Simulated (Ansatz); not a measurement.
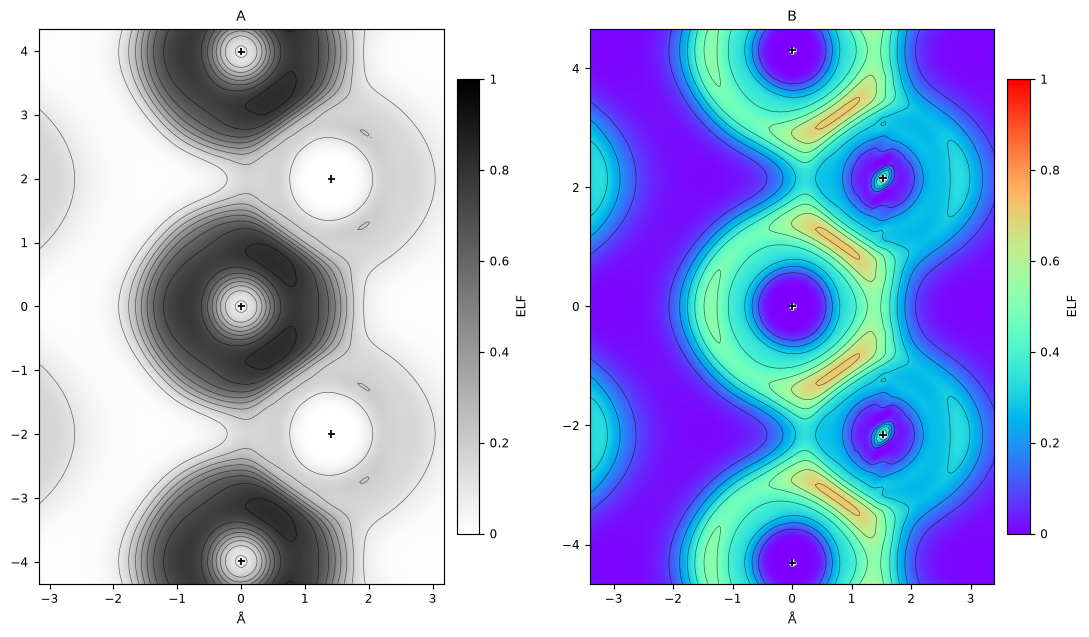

The ELF of 2 systems, each on a plane through atoms (crosses mark nuclei in the plane).

Level of theory: Ansatz, Kohn-Sham DFT of a periodic cell, revPBE with D4, Ansatz PAW.

System 1: ZnSe, the (011) plane of the conventional cell. Space group F-43m.

System 2: GaSb, the (110) plane of the conventional cell. Space group F-43m.

```xyz
8
Lattice="6.0928 0.0000 0.0000 0.0000 0.0000 -6.0928 0.0000 6.0928 0.0000" Properties=species:S:1:pos:R:3 pbc="T T T"
Sb    4.5696    1.5232   -4.5696
Sb    1.5232    4.5696   -4.5696
Sb    1.5232    1.5232   -1.5232
Sb    4.5696    4.5696   -1.5232
Ga    3.0464    0.0000   -3.0464
Ga    0.0000    3.0464   -3.0464
Ga    0.0000    0.0000    0.0000
Ga    3.0464    3.0464    0.0000
```

Which map belongs to which system?

Panel A is system 1, ZnSe: the plane holds Se and Zn. Zn–Se (2.44 Å): the ELF is about 0.60 at the midpoint. Panel B is system 2, GaSb: the plane holds Sb and Ga. Ga–Sb (2.64 Å): the ELF peaks at about 0.70 between the atoms.
